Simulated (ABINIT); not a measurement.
Geometry relaxation of MoSi2 (part 1 of 4)

The run: geometry relaxation of MoSi2 (I4/mmm, 3 atoms in the cell). Method and program: Kohn-Sham DFT of a periodic cell, PBE, PseudoDojo NC SR PBE v0.4.1 standard, no spin polarisation (ABINIT 10.8.3).

The structure derives from an entry of the Crystallography Open Database.

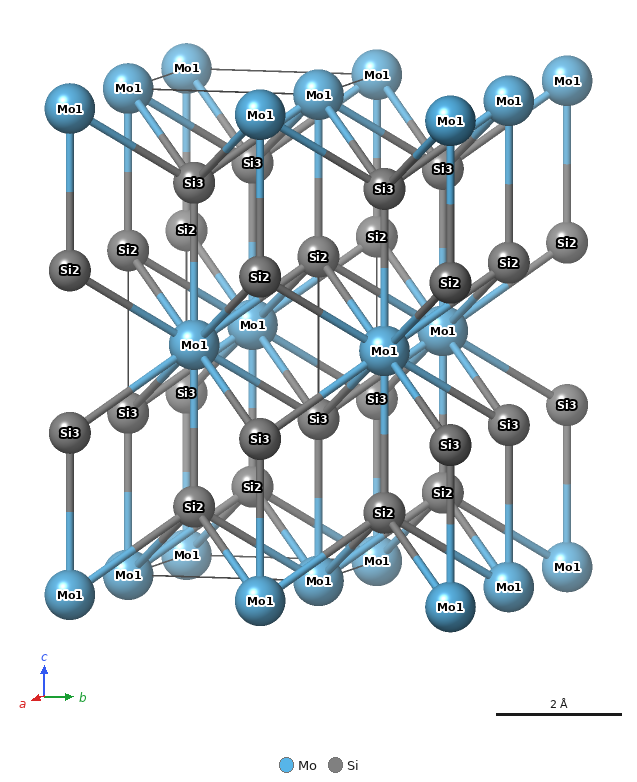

*The starting structure (ball-and-stick view of the cell 2 times as large as that of the calculation, set on its symmetry axes, repeated 2 × 2 × 1, seen slightly off an axis; atoms are numbered from 1 in the order of the input). An atom can appear more than once, as a periodic image.*

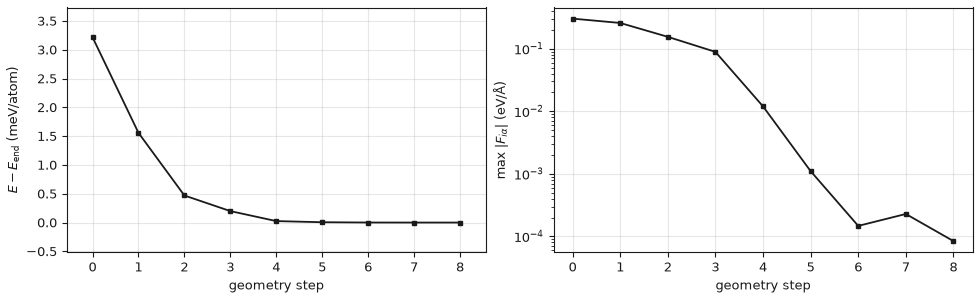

*Progress of the relaxation, step by step (steps are counted from 0).*

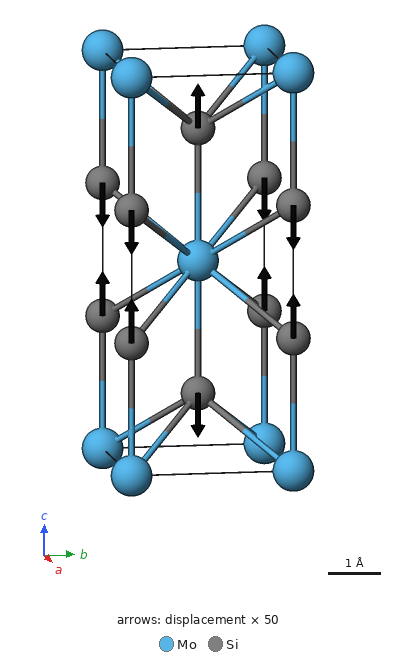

*The starting structure with the displacements (without the part carried along by the change of the cell) as black arrows, magnified 50 times (ball-and-stick view of the cell 2 times as large as that of the calculation, set on its symmetry axes, seen slightly off an axis).*

The energy falls by 3.2 meV per atom in 8 geometry steps. The largest force component goes from 0.3 to under 0.0001 eV/Å. The largest moves relative to the cell, 0.018 Å, are those of Si2 and Si3. Mo stays in place. The drawn cell changes as follows: a = b 3.200 → 3.218 Å (+0.6 %), c 7.861 → 7.872 Å (+0.1 %); the volume changes by +1.3 %. Among the contacts that change: Mo1–Si2 2.618 → 2.639 Å. The space group stays I4/mmm (No. 139). (Atoms are counted from 1 in the order of the input.)

The input and output of the run follow.

Input file
```
# Pseudopotentials
pp_dirpath "./"
pseudos "Mo.upf, Si.upf"

# Structure
acell 3*1.0
rprim
    -3.0235617994     3.0235617994     7.4275685328
     3.0235617994    -3.0235617994     7.4275685328
     3.0235617994     3.0235617994    -7.4275685328
ntypat 2
znucl 42 14
natom 3
typat 1 2 2
chkprim 0
chksymtnons 0
tolsym 1.0e-6
xred
            0.0            0.0            0.0
   0.6670000000   0.6670000000            0.0
   0.3330000000   0.3330000000            0.0

# Plane-wave basis
ecut 40.0
ecutsm 0.5

# k points
kptopt 1
ngkpt 9 9 9
nshiftk 1
shiftk 0.0 0.0 0.0

# Exchange and correlation
ixc 11

# Bands and occupations
nband 15
occopt 3
tsmear 0.05 eV

# SCF cycle
nstep 80
tolvrs 1.0e-12

# Output
iomode 3
prteig 0
prtebands 0
prtwf 0
prtden 0

# Relaxation
ionmov 2
optcell 2
ntime 50
tolmxf 2.0e-5
dilatmx 1.08
```

Run as:
```bash
mpirun --bind-to none -np 4 abinit run.abi > log 2>&1
```

Output
```
.Version 10.8.3 of ABINIT
 Symmetries : space group I4/m m m (#139); Bravais tI (body-center tetrag.)
================================================================================
 Values of the parameters that define the memory need of the present run
     intxc =       0    ionmov =       2      iscf =       7    lmnmax =       6
     lnmax =       6     mgfft =      54  mpssoang =       3    mqgrid =    3001
     natom =       3  nloc_mem =       1    nspden =       1   nspinor =       1
    nsppol =       1      nsym =      16    n1xccc =    2501    ntypat =       2
    occopt =       3   xclevel =       2
       mpw =        4167          nfft =      157464          nkpt =          75
================================================================================
================================================================================

--------------------------------------------------------------------------------
------------- Echo of variables that govern the present computation ------------
--------------------------------------------------------------------------------
 -outvars: echo values of preprocessed input variables --------
            acell      1.0000000000E+00  1.0000000000E+00  1.0000000000E+00 Bohr
              amu      9.59400000E+01  2.80855000E+01
          chkprim           0
      chksymtnons           0
          dilatmx      1.08000000E+00
             ecut      4.00000000E+01 Hartree
           ecutsm      5.00000000E-01 Hartree
           ionmov           2
                       outvar_i_n : Printing only first  50 k-points.
              ixc          11
                       outvar_i_n : Printing only first  50 k-points.
         kptrlatt        9    0    0      0    9    0      0    0    9
          kptrlen      5.44241124E+01
            natom           3
            nband          15
            ngfft          54      54      54
             nkpt          75
            nstep          80
             nsym          16
            ntime          50
           ntypat           2
                       prtocc : prtvol=0, do not print more k-points.
           occopt           3
          optcell           2
           prtden           0
        prtebands           0
           prteig           0
            prtwf           0
            rprim     -3.0235617994E+00  3.0235617994E+00  7.4275685328E+00
                       3.0235617994E+00 -3.0235617994E+00  7.4275685328E+00
                       3.0235617994E+00  3.0235617994E+00 -7.4275685328E+00
          spgroup         139
           tolmxf      2.00000000E-05
           tolsym      1.00000000E-06
           tolvrs      1.00000000E-12
           tsmear      1.83746611E-03 Hartree
            typat      1  2  2
                       outvars : Printing only first  50 k-points.
           xangst      0.0000000000E+00  0.0000000000E+00  0.0000000000E+00
                       1.3376319501E-16 -9.8898455640E-17  5.2432869964E+00
                       3.8556339167E-17 -2.1150104970E-17  2.6177129982E+00
            xcart      0.0000000000E+00  0.0000000000E+00  0.0000000000E+00
                       2.5277580429E-16 -1.8689099543E-16  9.9083764228E+00
                       7.2860921443E-17 -3.9967905927E-17  4.9467606428E+00
             xred      0.0000000000E+00  0.0000000000E+00  0.0000000000E+00
                       6.6700000000E-01  6.6700000000E-01  1.0895231060E-17
                       3.3300000000E-01  3.3300000000E-01  5.4394481902E-18
            znucl       42.00000   14.00000

================================================================================

 chkinp: Checking input parameters for consistency.

================================================================================
== DATASET  1 ==================================================================

--- !DatasetInfo
iteration_state: {dtset: 1, }
dimensions: {natom: 3, nkpt: 75, mband: 15, nsppol: 1, nspinor: 1, nspden: 1, mpw: 4167, }
cutoff_energies: {ecut:  40.0, pawecutdg:  -1.0, }
electrons: {nelect:   2.20000000E+01, charge:   0.00000000E+00, occopt:   3.00000000E+00, tsmear:   1.83746611E-03, }
meta: {optdriver: 0, ionmov: 2, optcell: 2, iscf: 7, paral_kgb: 0, }
...

 Exchange-correlation functional for the present dataset will be:
  GGA: Perdew-Burke-Ernzerhof functional - ixc=11
  J.P.Perdew, K.Burke, M.Ernzerhof, PRL 77, 3865 (1996)

 Real(R)+Recip(G) space primitive vectors, cartesian coordinates (Bohr,Bohr^-1):
 R(1)= -3.0235618  3.0235618  7.4275685  G(1)=  0.0000000  0.1653679  0.0673168
 R(2)=  3.0235618 -3.0235618  7.4275685  G(2)=  0.1653679  0.0000000  0.0673168
 R(3)=  3.0235618  3.0235618 -7.4275685  G(3)=  0.1653679  0.1653679  0.0000000
 Unit cell volume ucvol=  2.7160913E+02 bohr^3
 Angles (23,13,12)=  1.38683989E+02  1.38683989E+02  5.98570360E+01 degrees

 getcut: wavevector=  0.0000  0.0000  0.0000  ngfft=  54  54  54
         ecut(hartree)=     46.656   => boxcut(ratio)=   2.04972

--- Pseudopotential description ------------------------------------------------
- pspini: atom type   1  psp file is ./Mo.upf
  42.00000  14.00000  171031                  znucl, zion, pspdat
12 -101130 2 -1 1640                          pspcod,pspxc,lmax,lloc,mmax
     nproj     2     2     2

- pspini: atom type   2  psp file is ./Si.upf
  14.00000   4.00000  171031                  znucl, zion, pspdat
12 -101130 2 -1 1510                          pspcod,pspxc,lmax,lloc,mmax
     nproj     2     2     2

   7.62154122E+02                                ecore*ucvol(ha*bohr**3)
--------------------------------------------------------------------------------

================================================================================

=== [ionmov= 2] Broyden-Fletcher-Goldfarb-Shanno method (forces)
================================================================================

--- Iteration: ( 1/50) Internal Cycle: (1/1)
--------------------------------------------------------------------------------

---SELF-CONSISTENT-FIELD CONVERGENCE--------------------------------------------

--- !BeginCycle
iteration_state: {dtset: 1, itime: 1, icycle: 1, }
solver: {iscf: 7, nstep: 80, nline: 4, wfoptalg: 0, }
tolerances: {tolvrs: 1.00E-12, }
...

     iter   Etot(hartree)      deltaE(h)  residm     vres2
 ETOT  1  -78.633468016396    -7.863E+01 8.628E-02 1.632E+03
 ETOT  2  -78.437769566462     1.957E-01 2.526E-02 5.676E+03
 ETOT  3  -78.794241136179    -3.565E-01 1.417E-02 1.587E+01
 ETOT  4  -78.795460843715    -1.220E-03 9.468E-03 8.011E-01
 ETOT  5  -78.795509550919    -4.871E-05 2.747E-03 7.003E-02
 ETOT  6  -78.795514075579    -4.525E-06 1.397E-03 4.776E-06
 ETOT  7  -78.795514078814    -3.235E-09 1.003E-03 2.422E-06
 ETOT  8  -78.795514078934    -1.199E-10 4.202E-04 9.185E-07
 ETOT  9  -78.795514078998    -6.447E-11 2.993E-04 1.358E-09
 ETOT 10  -78.795514078994     4.576E-12 3.123E-04 2.561E-11
 ETOT 11  -78.795514078994    -1.137E-13 1.408E-04 2.026E-13

 At SCF step   11       vres2   =  2.03E-13 < tolvrs=  1.00E-12 =>converged.

 Cartesian components of stress tensor (hartree/bohr^3)
  sigma(1 1)= -9.65492240E-05  sigma(3 2)=  0.00000000E+00
  sigma(2 2)= -9.65492240E-05  sigma(3 1)=  0.00000000E+00
  sigma(3 3)= -4.65001610E-05  sigma(2 1)=  0.00000000E+00

--- !ResultsGS
iteration_state: {dtset: 1, itime: 1, icycle: 1, }
comment   : Summary of ground state results
lattice_vectors:
- [ -3.0235618,   3.0235618,   7.4275685, ]
- [  3.0235618,  -3.0235618,   7.4275685, ]
- [  3.0235618,   3.0235618,  -7.4275685, ]
lattice_lengths: [   8.57045,    8.57045,    8.57045, ]
lattice_angles: [138.684, 138.684,  59.857, ] # degrees, (23, 13, 12)
lattice_volume:   2.7160913E+02
convergence: {deltae: -1.137E-13, res2:  2.026E-13, residm:  1.408E-04, diffor: null, }
etotal    :  -7.87955141E+01
entropy   :   0.00000000E+00
fermie    :   4.61544999E-01
cartesian_stress_tensor: # hartree/bohr^3
- [ -9.65492240E-05,   0.00000000E+00,   0.00000000E+00, ]
- [  0.00000000E+00,  -9.65492240E-05,   0.00000000E+00, ]
- [  0.00000000E+00,   0.00000000E+00,  -4.65001610E-05, ]
pressure_GPa:   2.3497E+00
xred      :
- [  0.0000E+00,   0.0000E+00,   0.0000E+00, Mo]
- [  6.6700E-01,   6.6700E-01,   1.0895E-17, Si]
- [  3.3300E-01,   3.3300E-01,   5.4394E-18, Si]
cartesian_forces: # hartree/bohr
- [ -0.00000000E+00,  -0.00000000E+00,  -0.00000000E+00, ]
- [  1.59066194E-19,  -7.08295544E-19,  -5.88991463E-03, ]
- [ -1.59066194E-19,   7.08295544E-19,   5.88991463E-03, ]
force_length_stats: {min:   0.00000000E+00, max:   5.88991463E-03, mean:   3.92660975E-03, }
...

 Integrated electronic density in atomic spheres:
 ------------------------------------------------
 Atom  Sphere_radius  Integrated_density
    1        2.00000         10.61077376
    2        2.00000          1.78024522
    3        2.00000          1.78024522

---OUTPUT-----------------------------------------------------------------------

 Cartesian coordinates (xcart) [bohr]
  0.00000000000000E+00  0.00000000000000E+00  0.00000000000000E+00
  2.52775804289420E-16 -1.86890995434006E-16  9.90837642275520E+00
  7.28609214425629E-17 -3.99679059270414E-17  4.94676064284480E+00
 Reduced coordinates (xred)
  0.00000000000000E+00  0.00000000000000E+00  0.00000000000000E+00
  6.67000000000000E-01  6.67000000000000E-01  1.08952310596873E-17
  3.33000000000000E-01  3.33000000000000E-01  5.43944819021871E-18
 Cartesian forces (fcart) [Ha/bohr]; max,rms= 5.88991E-03 2.77653E-03 (free atoms)
 -0.00000000000000E+00 -0.00000000000000E+00 -0.00000000000000E+00
  1.59066194177448E-19 -7.08295543810956E-19 -5.88991462567287E-03
 -1.59066194177448E-19  7.08295543810956E-19  5.88991462567287E-03
 Gradient of E wrt nuclear positions in reduced coordinates (gred)
 -0.00000000000000E+00 -0.00000000000000E+00 -0.00000000000000E+00
  4.37477445345263E-02  4.37477445345263E-02 -4.37477445345263E-02
 -4.37477445345263E-02 -4.37477445345263E-02  4.37477445345263E-02
 Scale of Primitive Cell (acell) [bohr]
  1.00000000000000E+00  1.00000000000000E+00  1.00000000000000E+00
 Real space primitive translations (rprimd) [bohr]
 -3.02356179940000E+00  3.02356179940000E+00  7.42756853280000E+00
  3.02356179940000E+00 -3.02356179940000E+00  7.42756853280000E+00
  3.02356179940000E+00  3.02356179940000E+00 -7.42756853280000E+00
 Unitary Cell Volume (ucvol) [Bohr^3]=  2.71609126203972E+02
 Angles (23,13,12)= [degrees]
  1.38683989037273E+02  1.38683989037273E+02  5.98570360034195E+01
 Lengths [Bohr]
  8.57045075938382E+00  8.57045075938382E+00  8.57045075938382E+00
 Stress tensor in cartesian coordinates (strten) [Ha/bohr^3]
 -9.65492240382407E-05  0.00000000000000E+00  0.00000000000000E+00
  0.00000000000000E+00 -9.65492240382441E-05  0.00000000000000E+00
  0.00000000000000E+00  0.00000000000000E+00 -4.65001610264297E-05
 Total energy (etotal) [Ha]= -7.87955140789939E+01

--- Iteration: ( 2/50) Internal Cycle: (1/1)
--------------------------------------------------------------------------------

---SELF-CONSISTENT-FIELD CONVERGENCE--------------------------------------------

--- !BeginCycle
iteration_state: {dtset: 1, itime: 2, icycle: 1, }
solver: {iscf: 7, nstep: 80, nline: 4, wfoptalg: 0, }
tolerances: {tolvrs: 1.00E-12, }
...
```
